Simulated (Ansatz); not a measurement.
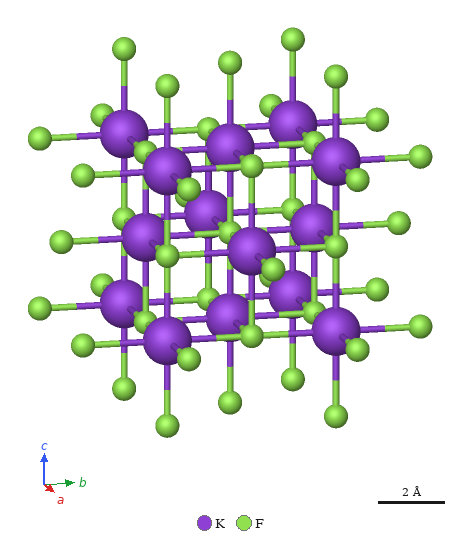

The starting point is a crystal of KF (built on the rocksalt type) at its r2SCAN-relaxed geometry. A ball-and-stick model of the conventional cell (4 times the calculation's cell), seen slightly off an axis. Lengths and directions refer to the drawn axes.

Theory: DFT, HSE06, plane waves, PAW (Ansatz). Settings: plane-wave cutoff 420 eV; k-point mesh 6 × 6 × 6; occupations fixed; no spin polarisation.

Now this is done to it. The cell is strained by −0.5 % along [1 1 1] and none across it (volume −0.5 %). The atoms were relaxed with r2SCAN under that strain, and this is a single point on that geometry.

**What does the calculation give for the changed structure?**

The energy changes by less than 1 meV per atom. Pressure: 1.0 GPa before, 1.2 GPa after. All forces vanish by symmetry. Some distances before and after: F–K 2.659 → 2.655 Å. The space group (tolerance 0.01 Å) goes from Fm-3m (No. 225) to R-3m (No. 166).
